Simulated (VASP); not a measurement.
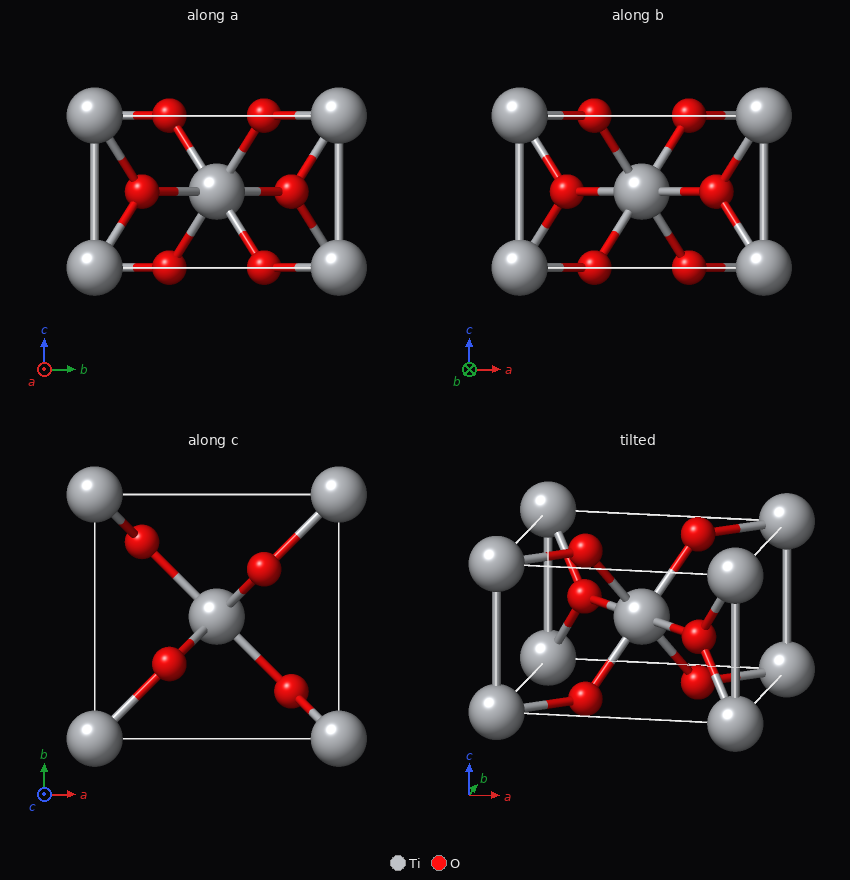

View along the a axis, along the b axis, along the c axis and slightly off an axis, drawn as a ball-and-stick model. The conventional unit cell is outlined; an atom on or near a face, edge or corner is repeated at each equivalent position.

Lattice parameters: a = 4.689 Å, b = 4.689 Å, c = 2.919 Å, α = 90.00°, β = 90.00°, γ = 90.00°.

### Transcribe the picture into a table of Wyckoff sites, with free fractional coordinates to two decimals.

Space group P4_2/mnm (No. 136).
```
atom  site     x     y     z
  Ti    2a  0.00  0.00  0.00
   O    4f  0.31  0.31  0.00
```

The structure comes from a structure type filled with these elements by a generator (whether the compound takes this form wasn't checked). The cell was then strained or its atoms displaced on purpose. A calculation with VASP used it as input.
